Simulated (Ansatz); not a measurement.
CdTe: several calculations on one system

### Relaxation

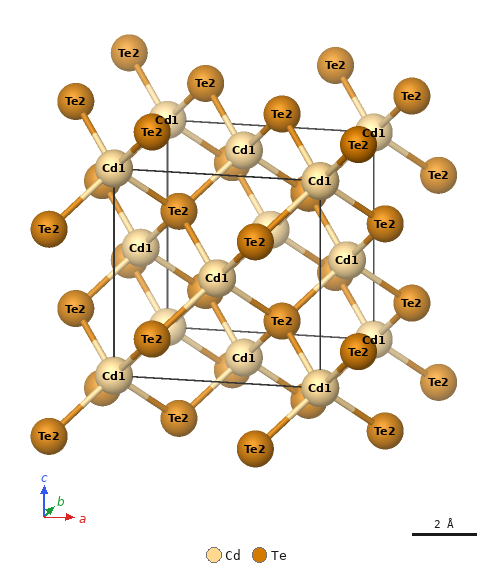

Crystalline CdTe (set up in F-43m), before the relaxation. Style: ball-and-stick. Shown: the conventional cell (4 times the calculation's cell), slightly off an axis. Lengths and directions refer to the drawn axes.

Case: relaxed at -2 GPa.

All numbers below come from DFT PBE, scalar-relativistic, plane waves, PAW (Ansatz).

Input file:
```yaml
crystal:
  lattice:
    - [0.0, 3.3307559559, 3.3307559559]
    - [3.3307559559, 0.0, 3.3307559559]
    - [3.3307559559, 3.3307559559, 0.0]
  atoms:
    - { symbol: Cd, position: [0.0, 0.0, 0.0] }
    - { symbol: Te, position: [0.25, 0.25, 0.25] }
basis:
  ecutwfc: 420
kpoints:
  mp_grid: { grid: [10, 10, 10] }
hamiltonian:
  xc: pbe
scf:
  occupations: { method: gaussian, width: 0.02 }
output:
  forces: true
  stress: true
  eigenvalues: true
  write_density: true
  write_potential: true
  elf: true
  volumetric_format: npy
relax:
  adjacent_minimum: "off"
  f_tol: 0.008
  max_steps: 50
  cell: { stress_tol: 0.08, p_target: -2.0 }
```

Command:
```bash
ansatz run input.yaml --threads 1 --pin off --max-ram 2560MiB --backend cpu --events-out ev --progress --plain --runs-dir out
```

> What does the optimiser find from here?

The atoms keep their places relative to the cell (all moves are under 0.005 Å). The drawn cell changes as follows: a = b = c 6.662 → 6.771 Å (+1.6 %); the volume changes by +5.0 %. Near-neighbour distances that change, for instance: Cd1–Te2 2.885 → 2.932 Å. The space group stays F-43m (No. 216). After 1 accepted move (2 points after the start) the energy has risen by 31.7 meV per cell of the calculation. With the target pressure of -2 GPa, the enthalpy E + pV changes by −14.3 meV per cell of the calculation. All forces vanish by symmetry, so only the cell relaxes. The pressure goes from −0.66 to −2.04 GPa. The SCF was repeated once at an unchanged geometry on a basis and grid sized afresh for the cell, which shifted the energy by 0.7 meV per cell of the calculation at most.

History of the run:

```json
{"step": "0", "E − E(0), meV/atom": "0.00", "pressure, GPa": "-0.66", "volume, Å³/atom": "36.951", "note": ""}
{"step": "1", "E − E(0), meV/atom": "16.21", "pressure, GPa": "-2.03", "volume, Å³/atom": "38.795", "note": ""}
{"step": "2", "E − E(0), meV/atom": "15.87", "pressure, GPa": "-2.04", "volume, Å³/atom": "38.795", "note": "same geometry, new basis"}
```

The end point in the same view:

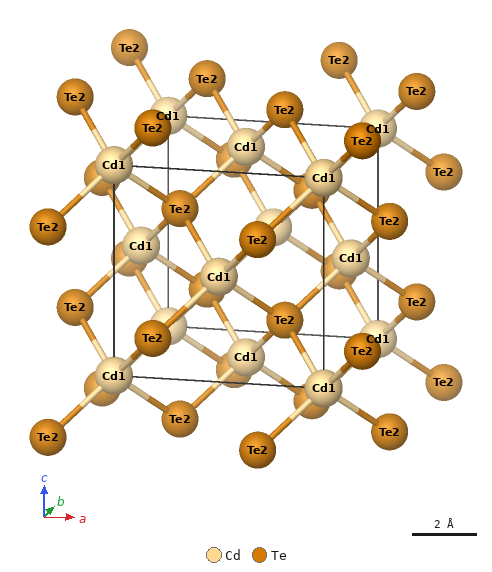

### Relaxation

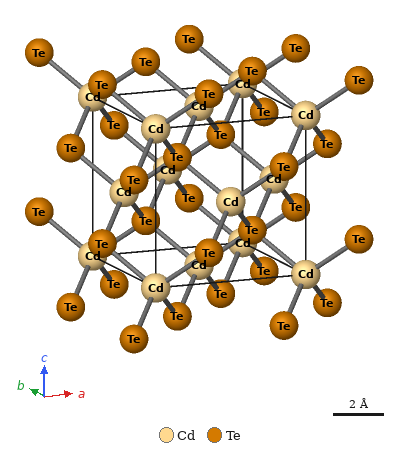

Starting structure of a crystal of CdTe (set up in F-43m). A ball-and-stick model of the conventional cell (4 times the calculation's cell), seen slightly off an axis. Lengths and directions refer to the drawn axes.

Method: DFT PBE, scalar-relativistic, plane waves, PAW (Ansatz 0.2.0).

Input
```yaml
crystal:
  lattice:
    - [0.0, 3.2821135562, 3.2821135562]
    - [3.2821135562, 0.0, 3.2821135562]
    - [3.2821135562, 3.2821135562, 0.0]
  atoms:
    - { symbol: Cd, position: [0.0, 0.0, 0.0] }
    - { symbol: Te, position: [0.25, 0.25, 0.25] }
basis:
  ecutwfc: 420
kpoints:
  mp_grid: { grid: [8, 8, 8] }
hamiltonian:
  xc: pbe
scf:
  occupations: { method: gaussian, width: 0.02 }
output:
  forces: true
  stress: true
  eigenvalues: true
  write_density: true
  write_potential: true
  elf: true
  volumetric_format: npy
relax:
  adjacent_minimum: "off"
  f_tol: 0.005
  max_steps: 80
  cell: { stress_tol: 0.05 }
```

Command:
```bash
ansatz run input.yaml --threads 1 --pin off --max-ram 2560MiB --backend cpu --events-out ev --progress --plain --runs-dir out
```

What does the optimiser find from here?

Over 2 accepted moves (3 points after the start) the energy falls by 2.5 meV per atom. All forces vanish by symmetry, so only the cell relaxes. Pressure: 0.92 GPa at the start and −0.02 GPa at the end. The SCF was repeated once at an unchanged geometry on a basis and grid sized afresh for the cell, which shifted the energy by 0.2 meV per atom at most. The atoms keep their places relative to the cell (all moves are under 0.005 Å). The volume changes by +2.5 %, with a = b = c 6.564 → 6.619 Å (+0.8 %). Some distances before and after: Cd1–Te2 2.842 → 2.866 Å. The space group stays F-43m (No. 216). Cost: 23 s on 1 thread of Intel(R) Xeon(R) Platinum 8488C (Sapphire Rapids) (shared host), peak memory 0.45 GiB.

Step by step:

```csv
step,"E − E(0), meV/atom","pressure, GPa","volume, Å³/atom",note
0,0.00,0.92,35.356,
1,-1.96,-0.28,36.535,
2,-2.28,-0.01,36.253,
3,-2.46,-0.02,36.253,"same geometry, new basis"
```

After the run, drawn alike:

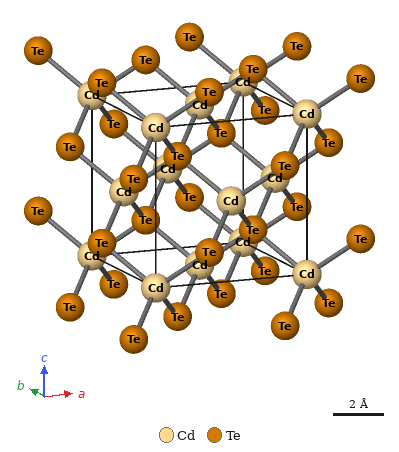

### A change

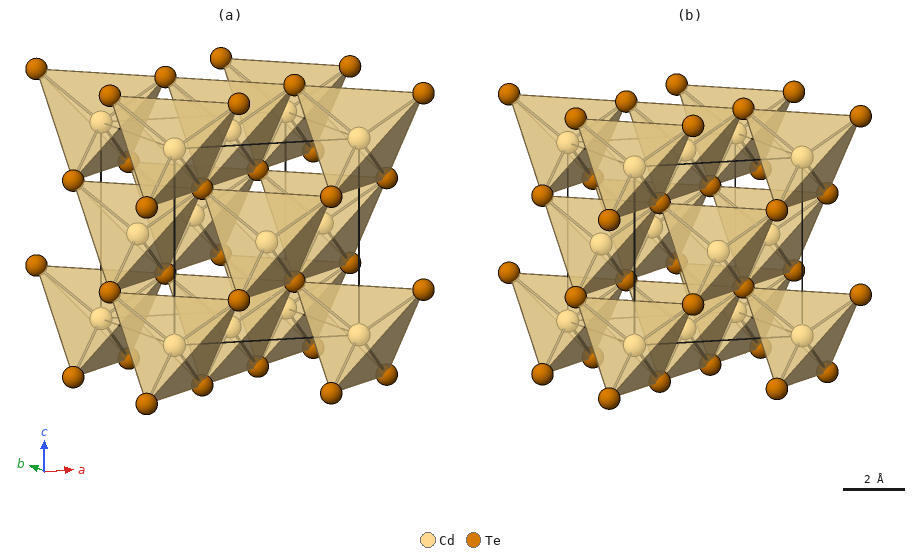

Left: crystalline CdTe (set up in F-43m). Right: the same structure after one change, at the same scale. A polyhedral model of the conventional cell (4 times the calculation's cell), seen slightly off an axis. Lengths and directions refer to the drawn axes.

These are results of DFT PBE, scalar-relativistic, plane waves, PAW in Ansatz 0.2.0, not measurements. Settings: plane-wave cutoff 420 eV; k-point mesh 10 × 10 × 10; occupations gaussian; smearing width 0.02 eV; no spin polarisation.

The crystal is put under a hydrostatic pressure of 20 GPa. Cell and atoms are relaxed at that pressure.

Question: What does the change do?

Answer: It costs 429 meV per atom. Pressure: 0.0 GPa before, 20.0 GPa after. The volume changes by −25.0 %, with a = b = c 6.619 → 6.014 Å (−9.1 %). The atoms keep their places relative to the cell (all moves are under 0.005 Å). Some distances before and after: Cd–Te 2.866 → 2.604 Å. The space group stays F-43m (No. 216).

### Series

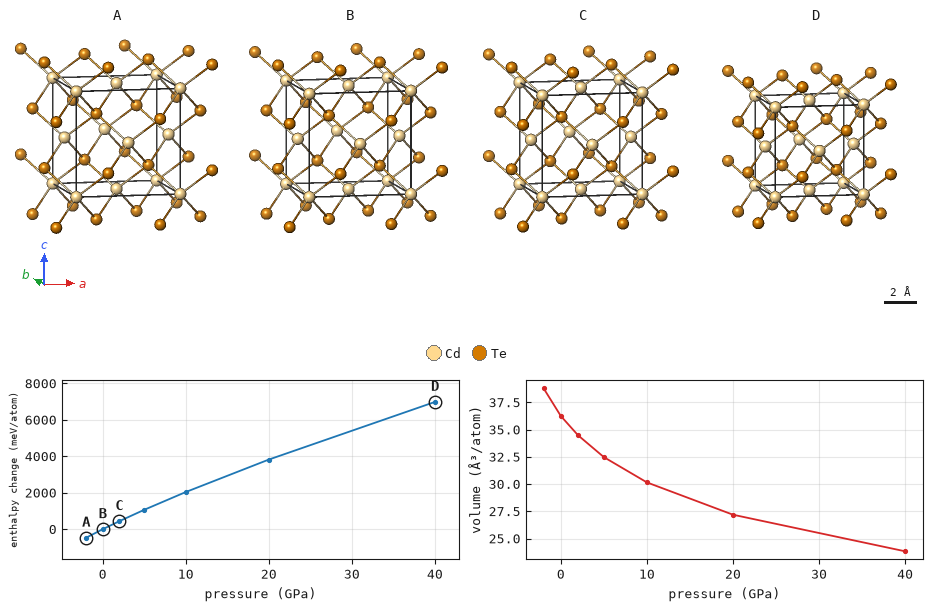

Members of a series of calculations on crystalline CdTe (set up in F-43m), marked on the first curve. A ball-and-stick model of the conventional cell (4 times the calculation's cell), seen slightly off an axis. Lengths and directions refer to the drawn axes.

Level of theory: DFT PBE, scalar-relativistic, plane waves, PAW (Ansatz). Settings: plane-wave cutoff 420 eV; k-point mesh 10 × 10 × 10; occupations gaussian; smearing width 0.02 eV; no spin polarisation.

Describe the series.

Answer. The structure is relaxed at several pressures. A (pressure −2.0 GPa): enthalpy change −467 meV/atom, volume 38.79 Å³ per atom. B (pressure 0.0 GPa): enthalpy change 0.0 meV/atom, volume 36.25 Å³ per atom. C (pressure 2.0 GPa): enthalpy change 441 meV/atom, volume 34.48 Å³ per atom. D (pressure 40.0 GPa): enthalpy change 6986 meV/atom, volume 23.83 Å³ per atom. The rest compares A with D. The volume changes by −38.6 %, with a = b = c 6.771 → 5.755 Å (−15.0 %). Some distances before and after: Cd–Te 2.932 → 2.492 Å.
